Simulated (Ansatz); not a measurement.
## Run report: W$_{4}$Si$_{9}$, geometry relaxation (part 1 of 3)

W$_{4}$Si$_{9}$ (defect cell, 26 atoms in the cell), computed with DFT PBE, scalar-relativistic, plane waves, PAW, no spin polarisation (Ansatz 0.2.0).

The structure derives from an entry of the Crystallography Open Database. It belongs to a series of runs on one base structure; here: atom 21 (W) set half-way to the vacancy, atoms relaxed in the symmetry of that start.

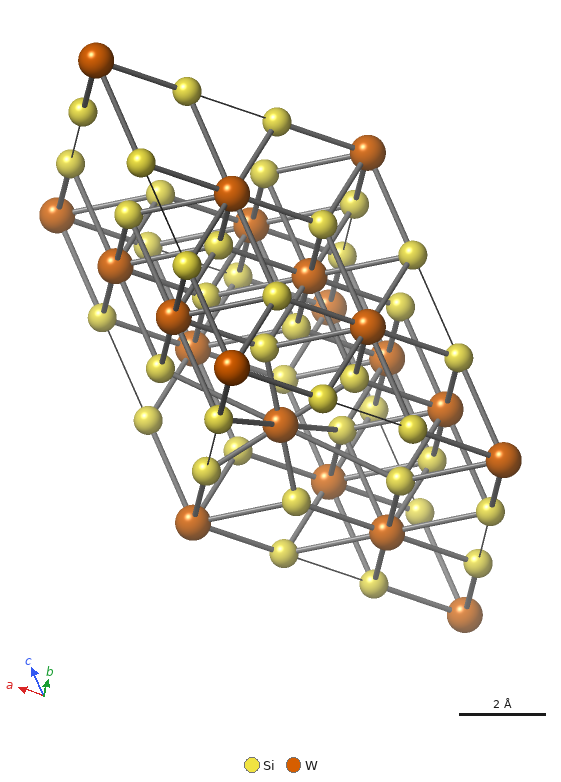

Figure 1. The starting structure (ball-and-stick view of the cell of the calculation, seen at an oblique angle).

The input:
```yaml
crystal:
  lattice:
    - [0.0, 0.0, -7.866827823]
    - [-4.8434929727, -4.8434929727, -3.9334139115]
    - [-4.8434929727, 4.8434929727, -3.9334139115]
  atoms:
    - { symbol: Si, position: [0.9987589278, 0.3333333333, 1.0] }
    - { symbol: Si, position: [0.6654255944, 0.3333333333, 0.6666666667] }
    - { symbol: Si, position: [0.3320922611, 0.3333333333, 0.3333333333] }
    - { symbol: Si, position: [0.9987589278, 0.0, 0.3333333333] }
    - { symbol: Si, position: [0.6654255944, 0.0, 1.0] }
    - { symbol: Si, position: [0.3320922611, 0.0, 0.6666666667] }
    - { symbol: Si, position: [0.9987589278, 0.6666666667, 0.6666666667] }
    - { symbol: Si, position: [0.6654255944, 0.6666666667, 0.3333333333] }
    - { symbol: Si, position: [0.3320922611, 0.6666666667, 0.0] }
    - { symbol: Si, position: [0.0012410722, 0.6666666667, 1.0] }
    - { symbol: Si, position: [0.6679077389, 0.6666666667, 0.6666666667] }
    - { symbol: Si, position: [0.3345744056, 0.6666666667, 0.3333333333] }
    - { symbol: Si, position: [0.0012410722, 0.3333333333, 0.3333333333] }
    - { symbol: Si, position: [0.6679077389, 0.3333333333, 0.0] }
    - { symbol: Si, position: [0.3345744056, 0.3333333333, 0.6666666667] }
    - { symbol: Si, position: [0.0012410722, 1.0, 0.6666666667] }
    - { symbol: Si, position: [0.6679077389, 1.0, 0.3333333333] }
    - { symbol: Si, position: [0.3345744056, 1.0, 0.0] }
    - { symbol: W, position: [0.3333333333, 0.6666666667, 0.6666666667] }
    - { symbol: W, position: [0.0, 0.6666666667, 0.3333333333] }
    - { symbol: W, position: [0.6666666667, 0.5, 0.1666666667] }
    - { symbol: W, position: [0.3333333333, 0.3333333333, 0.0] }
    - { symbol: W, position: [0.0, 0.3333333333, 0.6666666667] }
    - { symbol: W, position: [0.6666666667, 1.0, 0.6666666667] }
    - { symbol: W, position: [0.3333333333, 1.0, 0.3333333333] }
    - { symbol: W, position: [1.0, 1.0, 1.0] }
basis:
  ecutwfc: 420
kpoints:
  mp_grid: { grid: [4, 4, 4] }
hamiltonian:
  xc: pbe
scf:
  occupations: { method: gaussian, width: 0.1 }
output:
  forces: true
  stress: true
  eigenvalues: true
  write_density: true
  write_potential: true
  elf: true
  volumetric_format: npy
relax:
  adjacent_minimum: "off"
  f_tol: 0.02
  max_steps: 60
  escape_saddle: false
```

Command:
```bash
ansatz run input.yaml --threads 4 --pin off --max-ram 2560MiB --backend cpu --events-out ev --progress --plain --runs-dir out
```

What the program printed:
```
Warning: output.stress: scf.convergence.dr2_threshold = 1e-7 eV (the SCF's general default) is looser than the 2.6e-9 eV advised for a printed stress (1e-10 eV for each atom of the cell: 26). What an SCF threshold leaves in a stress goes as its square root, and in the free energy as the threshold itself, and one threshold admits the most on a small cell: of the crystals measured, under no hybrid functional and no lock of the moments, on runs that ended without the residual-converged pass, on stresses that held no estimate of that error, the worst erred by over 100 MPa in a component at 1e-7 eV an atom and by under 5 at 1e-10. Every solve of this run answers to scf.convergence.dr2_threshold, and the tensor of one is reported: a single SCF on the reported geometry and on this run's grids (its basis.xc_grid and basis.ecutrho_ratio typed), with scf.convergence.dr2_threshold at 2.6e-9 eV or tighter, prints it and tightens no other solve. Else set scf.convergence.dr2_threshold to 2.6e-9 eV or tighter. The threshold is an SCF's pass mark: one that does not reach it within its budget of iterations ends unconverged, or closes short of it on a stop that the run arms, and scf.convergence.dr2_threshold's page says what that costs each kind of run
Engine: ansatz 0.2.0, x86_64-unknown-linux-gnu
Pseudopotentials: kind: paw
Pseudopotential: Si, paw, valence charge 4, recommended cutoff 420 eV (normal), Si.paw.azcp
Pseudopotential: W, paw, valence charge 14, recommended cutoff 420 eV (normal), W.paw.azcp
Functional definition: PBE
  parameter kappa = 0.804
  parameter beta = 0.06672455060314922
  exchange = pbe_x(kappa = kappa, mu = beta*pi^2/3)
  correlation = pbe_c(beta = beta)
Crystal: 26 atoms, lattice volume = 369.103 Å³
Basis set: ecut = 420 eV, 7209 PW (Γ), exchange–correlation on 108×108×108 points (8 copies of the dense FFT grid, shifted against one another)
Bands: 118, of which v1, the nominal top of the filled ones, is band 92 counted from 1 (91 counted from 0)
Symmetry: 8 space group operations
Space group: Immm (ITA 71), of the structure as read, at distance tolerance 7.2e-5 Å
k-points: 18 of 64
Non-local potential: Si, projectors of the file, l = 0: 2, l = 1: 2, l = 2: 2
Non-local potential: W, projectors of the file, l = 0: 3, l = 1: 2, l = 2: 2, l = 3: 1
PAW form: soft (Blöchl's): semilocal exchange-correlation on the pseudo side does not see the compensation charge
PAW one-centre angular grid: Si, 110 points (default); XC on 64 Gauss nodes
PAW one-centre angular grid: W, 590 points (default); XC on 64 Gauss nodes
Initial density: superposition of atomic densities (neutral atoms: chi_scale 0, normalization atom), corrected by the library's trained network
Initial wavefunctions: pseudopotential atomic-orbital guess
Functional: x = pbe(κ = 0.804, μ = 0.2195149727645171), c = pbe(β = 0.06672455060314922)
SCF iter   1: F=—  HF=-94517.812589 eV  |F-HF|=—  |Δ(HF+E_count)|=         —  Δρ=7.56e-3  dr2=6.75e-1  ethr=1.77e-3  ⟨swp⟩=7.7  Hψ=9786  notcnv=0  defer=9
preconditioner: auto → Kerker (q_TF=auto, 2.429 Å⁻¹)  [metal: Δε(μ)=0.022 eV  Ē_g=7.219 eV  σ=0.100 eV  W_gap=0.12  n_scr=70 (ndim 8)  ℏωp=21.2 eV  f_vac=0.000  D(μ)=9.10/eV (n_scr^D=70)]
SCF iter   2: F=—  HF=-94517.760828 eV  |F-HF|=—  |Δ(HF+E_count)|=   5.18e-2  Δρ=4.07e-3  dr2=2.05e-1  ethr=3.67e-4  ⟨swp⟩=1.0  Hψ=2448  notcnv=0  defer=11
SCF iter   3: F=—  HF=-94517.738390 eV  |F-HF|=—  |Δ(HF+E_count)|=   2.24e-2  Δρ=5.58e-4  dr2=2.79e-3  ethr=1.12e-4  ⟨swp⟩=2.0  Hψ=2386  notcnv=0  defer=11
SCF iter   4: F=—  HF=-94517.738329 eV  |F-HF|=—  |Δ(HF+E_count)|=   6.09e-5  Δρ=1.41e-4  dr2=1.77e-4  ethr=1.52e-6  ⟨swp⟩=2.2  Hψ=3056  notcnv=0  defer=12
SCF iter   5: F=—  HF=-94517.738301 eV  |F-HF|=—  |Δ(HF+E_count)|=   2.79e-5  Δρ=4.61e-5  dr2=1.26e-5  ethr=9.62e-8  ⟨swp⟩=2.0  Hψ=2823  notcnv=0  defer=16
SCF iter   6: F=-94517.738300 eV  HF=-94517.738300 eV  |F-HF|=2.36e-7  |Δ(HF+E_count)|=   1.44e-6  Δρ=1.11e-5  dr2=7.26e-7  ethr=5.43e-9  ⟨swp⟩=19.1  Hψ=18694  notcnv=0
SCF 1 converged in 6 iterations: F = -94517.738300 eV  dr2 = 7.26e-7
  greatest PAW one-centre occupation: 1.000 electrons in one spin orbital (limit 2), on the W atom at site 23 (counted from 0), in its partial waves of l = 0
relax step   1: F+E_penalty+E_count = -94517.73829967 eV  Δ(F+E_penalty+E_count) = +0.000e0 eV  max|allowed force component| = 6.298e0 eV/Å  Δτ_max = 0.0000 Å  (6 SCF iters, dr2 threshold 1.00e-5 eV, accepted)
Initial density: handed on by an earlier stage of this run
Initial wavefunctions: those handed on with the density
SCF iter   1: F=—  HF=-94523.144097 eV  |F-HF|=—  |Δ(HF+E_count)|=         —  Δρ=2.71e-2  dr2=1.08e1  ethr=3.10e-3  ⟨swp⟩=4.0  Hψ=5118  notcnv=0  defer=131
preconditioner: auto → Kerker (q_TF=auto, 2.429 Å⁻¹)  [metal: Δε(μ)=0.003 eV  Ē_g=7.268 eV  σ=0.100 eV  W_gap=0.02  n_scr=70 (ndim 8)  ℏωp=21.2 eV  f_vac=0.000  D(μ)=8.34/eV (n_scr^D=46)]
SCF iter   2: F=—  HF=-94522.310666 eV  |F-HF|=—  |Δ(HF+E_count)|=   8.33e-1  Δρ=1.45e-2  dr2=3.07e0  ethr=3.10e-3  ⟨swp⟩=2.4  Hψ=2559  notcnv=0  defer=157
SCF iter   3: F=—  HF=-94522.040235 eV  |F-HF|=—  |Δ(HF+E_count)|=   2.70e-1  Δρ=4.00e-3  dr2=1.31e-1  ethr=1.67e-3  ⟨swp⟩=2.7  Hψ=2614  notcnv=0  defer=219
SCF iter   4: F=—  HF=-94522.035143 eV  |F-HF|=—  |Δ(HF+E_count)|=   5.09e-3  Δρ=2.85e-3  dr2=9.22e-2  ethr=7.12e-5  ⟨swp⟩=2.1  Hψ=3975  notcnv=0  defer=292
SCF iter   5: F=—  HF=-94522.029992 eV  |F-HF|=—  |Δ(HF+E_count)|=   5.15e-3  Δρ=1.57e-3  dr2=2.83e-2  ethr=5.01e-5  ⟨swp⟩=1.2  Hψ=1901  notcnv=0  defer=294
SCF iter   6: F=—  HF=-94522.027855 eV  |F-HF|=—  |Δ(HF+E_count)|=   2.14e-3  Δρ=4.81e-4  dr2=2.59e-3  ethr=1.54e-5  ⟨swp⟩=1.9  Hψ=1956  notcnv=0  defer=294
SCF iter   7: F=—  HF=-94522.027672 eV  |F-HF|=—  |Δ(HF+E_count)|=   1.83e-4  Δρ=5.17e-5  dr2=2.92e-5  ethr=1.41e-6  ⟨swp⟩=2.0  Hψ=2181  notcnv=0  defer=295
SCF iter   8: F=-94522.027675 eV  HF=-94522.027675 eV  |F-HF|=6.24e-8  |Δ(HF+E_count)|=   2.77e-6  Δρ=4.65e-6  dr2=1.35e-7  ethr=1.59e-8  ⟨swp⟩=20.2  Hψ=20343  notcnv=0
SCF 2 converged in 8 iterations: F = -94522.027675 eV  dr2 = 1.35e-7
  Residual-converged pass: ⟨swp⟩=1.0  Hψ=2196  notcnv=0  max |occ|·‖R‖ = 7.1e-9 eV (tolerance 1.0e-8 eV)  dr2=1.35e-7  dr2_onsite=8.86e-10  max |Δocc| = 3.5e-10
  greatest PAW one-centre occupation: 1.000 electrons in one spin orbital (limit 2), on the W atom at site 25 (counted from 0), in its partial waves of l = 0
relax step   2: F+E_penalty+E_count = -94522.02767461 eV  Δ(F+E_penalty+E_count) = -4.289e0 eV  max|allowed force component| = 2.038e0 eV/Å  Δτ_max = 0.1949 Å  (8 SCF iters, dr2 threshold 1.00e-4 eV, accepted)
iter 1 solved again at ethr=1.24e-3 eV; its pass at ethr=3.10e-3 eV (dr2=2.29e0 eV) is discarded
SCF iter   1: F=—  HF=-94523.350649 eV  |F-HF|=—  |Δ(HF+E_count)|=         —  Δρ=1.39e-2  dr2=2.30e0  ethr=1.24e-3  ⟨swp⟩=1.0  Hψ=7850  notcnv=0  defer=194
preconditioner: auto → Kerker (q_TF=auto, 2.429 Å⁻¹)  [metal: Δε(μ)=0.064 eV  Ē_g=7.203 eV  σ=0.100 eV  W_gap=0.35  n_scr=70 (ndim 8)  ℏωp=21.2 eV  f_vac=0.000  D(μ)=7.52/eV (n_scr^D=46)]
SCF iter   2: F=—  HF=-94523.187673 eV  |F-HF|=—  |Δ(HF+E_count)|=   1.63e-1  Δρ=7.67e-3  dr2=6.75e-1  ethr=1.24e-3  ⟨swp⟩=1.8  Hψ=1871  notcnv=0  defer=194
SCF iter   3: F=—  HF=-94523.121821 eV  |F-HF|=—  |Δ(HF+E_count)|=   6.59e-2  Δρ=1.47e-3  dr2=1.31e-2  ethr=3.67e-4  ⟨swp⟩=2.0  Hψ=2379  notcnv=0  defer=228
SCF iter   4: F=—  HF=-94523.121792 eV  |F-HF|=—  |Δ(HF+E_count)|=   2.86e-5  Δρ=8.24e-4  dr2=6.66e-3  ethr=7.14e-6  ⟨swp⟩=2.0  Hψ=3883  notcnv=0  defer=297
SCF iter   5: F=—  HF=-94523.121316 eV  |F-HF|=—  |Δ(HF+E_count)|=   4.76e-4  Δρ=2.47e-4  dr2=6.74e-4  ethr=3.62e-6  ⟨swp⟩=1.9  Hψ=1931  notcnv=0  defer=297
SCF iter   6: F=-94523.121245 eV  HF=-94523.121268 eV  |F-HF|=2.27e-5  |Δ(HF+E_count)|=   4.86e-5  Δρ=5.03e-5  dr2=2.66e-5  ethr=5.43e-8  ⟨swp⟩=19.0  Hψ=19777  notcnv=0
SCF 3 converged in 6 iterations: F = -94523.121245 eV  dr2 = 2.66e-5
relax step   3: F+E_penalty+E_count = -94523.12124478 eV  Δ(F+E_penalty+E_count) = -1.094e0 eV  max|allowed force component| = 7.801e-1 eV/Å  Δτ_max = 0.1435 Å  (6 SCF iters, dr2 threshold 1.00e-4 eV, accepted)
SCF iter   1: F=—  HF=-94523.300324 eV  |F-HF|=—  |Δ(HF+E_count)|=         —  Δρ=4.84e-3  dr2=2.33e-1  ethr=1.13e-3  ⟨swp⟩=4.0  Hψ=4157  notcnv=0  defer=300
preconditioner: auto → Kerker (q_TF=auto, 2.429 Å⁻¹)  [metal: Δε(μ)=0.059 eV  Ē_g=7.192 eV  σ=0.100 eV  W_gap=0.32  n_scr=70 (ndim 8)  ℏωp=21.2 eV  f_vac=0.000  D(μ)=7.75/eV (n_scr^D=46)]
SCF iter   2: F=—  HF=-94523.281692 eV  |F-HF|=—  |Δ(HF+E_count)|=   1.86e-2  Δρ=2.68e-3  dr2=6.62e-2  ethr=1.27e-4  ⟨swp⟩=1.0  Hψ=2448  notcnv=0  defer=300
SCF iter   3: F=—  HF=-94523.273343 eV  |F-HF|=—  |Δ(HF+E_count)|=   8.35e-3  Δρ=3.37e-4  dr2=4.28e-4  ethr=3.60e-5  ⟨swp⟩=2.0  Hψ=2244  notcnv=0  defer=300
SCF iter   4: F=—  HF=-94523.273539 eV  |F-HF|=—  |Δ(HF+E_count)|=   1.96e-4  Δρ=6.91e-5  dr2=2.44e-5  ethr=2.33e-7  ⟨swp⟩=2.0  Hψ=3504  notcnv=0  defer=300
iter 5 did not close the SCF: its close was put off for the readings that it lacked (scf_convergence_deferred on its scf_iter line)
SCF iter   5: F=-94523.273534 eV  HF=-94523.273536 eV  |F-HF|=2.61e-6  |Δ(HF+E_count)|=   2.46e-6  Δρ=2.12e-5  dr2=4.55e-6  ethr=1.33e-8  ⟨swp⟩=2.0  Hψ=3487  notcnv=0  defer=300
SCF iter   6: F=-94523.273536 eV  HF=-94523.273536 eV  |F-HF|=6.49e-8  |Δ(HF+E_count)|=   3.29e-7  Δρ=7.01e-6  dr2=2.56e-7  ethr=2.47e-9  ⟨swp⟩=17.1  Hψ=17995  notcnv=0
SCF 4 converged in 6 iterations: F = -94523.273536 eV  dr2 = 2.56e-7
relax step   4: F+E_penalty+E_count = -94523.27353602 eV  Δ(F+E_penalty+E_count) = -1.523e-1 eV  max|allowed force component| = 1.310e-1 eV/Å  Δτ_max = 0.0583 Å  (6 SCF iters, dr2 threshold 6.37e-5 eV, accepted)
SCF iter   1: F=—  HF=-94523.279268 eV  |F-HF|=—  |Δ(HF+E_count)|=         —  Δρ=7.77e-4  dr2=6.29e-3  ethr=5.33e-5  ⟨swp⟩=2.3  Hψ=3673  notcnv=0  defer=285
preconditioner: auto → Kerker (q_TF=auto, 2.429 Å⁻¹)  [metal: Δε(μ)=0.033 eV  Ē_g=7.180 eV  σ=0.100 eV  W_gap=0.19  n_scr=70 (ndim 8)  ℏωp=21.2 eV  f_vac=0.000  D(μ)=8.01/eV (n_scr^D=46)]
SCF iter   2: F=—  HF=-94523.278694 eV  |F-HF|=—  |Δ(HF+E_count)|=   5.74e-4  Δρ=4.39e-4  dr2=2.08e-3  ethr=3.42e-6  ⟨swp⟩=1.0  Hψ=2448  notcnv=0  defer=285
SCF iter   3: F=—  HF=-94523.278399 eV  |F-HF|=—  |Δ(HF+E_count)|=   2.95e-4  Δρ=5.28e-5  dr2=2.01e-5  ethr=1.13e-6  ⟨swp⟩=2.0  Hψ=2482  notcnv=0  defer=285
SCF iter   4: F=—  HF=-94523.278690 eV  |F-HF|=—  |Δ(HF+E_count)|=   2.91e-4  Δρ=1.06e-5  dr2=9.02e-7  ethr=5.83e-10  ⟨swp⟩=15.9  Hψ=18435  notcnv=0
iter 5 did not close the SCF: its close was put off for the readings that it lacked (scf_convergence_deferred on its scf_iter line)
SCF iter   5: F=-94523.278690 eV  HF=-94523.278690 eV  |F-HF|=1.44e-8  |Δ(HF+E_count)|=   1.07e-7  Δρ=3.02e-6  dr2=4.00e-8  ethr=4.90e-10  ⟨swp⟩=2.0  Hψ=2507  notcnv=0
SCF iter   6: F=-94523.278690 eV  HF=-94523.278690 eV  |F-HF|=1.11e-9  |Δ(HF+E_count)|=   4.25e-9  Δρ=6.91e-7  dr2=3.41e-9  ethr=2.18e-11  ⟨swp⟩=6.4  Hψ=12252  notcnv=0
SCF 5 converged in 6 iterations: F = -94523.278690 eV  dr2 = 3.41e-9
relax step   5: F+E_penalty+E_count = -94523.27868977 eV  Δ(F+E_penalty+E_count) = -5.154e-3 eV  max|allowed force component| = 3.911e-2 eV/Å  Δτ_max = 0.0104 Å  (6 SCF iters, dr2 threshold 1.07e-6 eV, accepted)
SCF iter   1: F=—  HF=-94523.279170 eV  |F-HF|=—  |Δ(HF+E_count)|=         —  Δρ=2.93e-4  dr2=9.69e-4  ethr=3.20e-6  ⟨swp⟩=2.4  Hψ=3711  notcnv=0
preconditioner: auto → Kerker (q_TF=auto, 2.429 Å⁻¹)  [metal: Δε(μ)=0.030 eV  Ē_g=7.180 eV  σ=0.100 eV  W_gap=0.17  n_scr=70 (ndim 8)  ℏωp=21.2 eV  f_vac=0.000  D(μ)=8.00/eV (n_scr^D=46)]
SCF iter   2: F=—  HF=-94523.279091 eV  |F-HF|=—  |Δ(HF+E_count)|=   7.94e-5  Δρ=1.67e-4  dr2=3.16e-4  ethr=5.27e-7  ⟨swp⟩=1.0  Hψ=2448  notcnv=0
SCF iter   3: F=—  HF=-94523.279049 eV  |F-HF|=—  |Δ(HF+E_count)|=   4.18e-5  Δρ=1.85e-5  dr2=1.63e-6  ethr=1.72e-7  ⟨swp⟩=2.0  Hψ=2477  notcnv=0
SCF iter   4: F=—  HF=-94523.279334 eV  |F-HF|=—  |Δ(HF+E_count)|=   2.86e-4  Δρ=4.40e-6  dr2=8.11e-8  ethr=5.43e-11  ⟨swp⟩=13.6  Hψ=16946  notcnv=0
iter 5 did not close the SCF: its close was put off for the readings that it lacked (scf_convergence_deferred on its scf_iter line)
SCF iter   5: F=-94523.279334 eV  HF=-94523.279334 eV  |F-HF|=4.51e-10  |Δ(HF+E_count)|=   5.73e-9  Δρ=8.01e-7  dr2=2.22e-9  ethr=4.41e-11  ⟨swp⟩=2.0  Hψ=2443  notcnv=0
SCF iter   6: F=-94523.279334 eV  HF=-94523.279334 eV  |F-HF|=1.46e-11  |Δ(HF+E_count)|=  2.91e-11  Δρ=1.75e-7  dr2=1.54e-10  ethr=1.21e-12  ⟨swp⟩=5.2  Hψ=11649  notcnv=0
SCF 6 converged in 6 iterations: F = -94523.279334 eV  dr2 = 1.54e-10
relax step   6: F+E_penalty+E_count = -94523.27933437 eV  Δ(F+E_penalty+E_count) = -6.446e-4 eV  max|allowed force component| = 9.622e-3 eV/Å  Δτ_max = 0.0031 Å  (6 SCF iters, accepted)
```
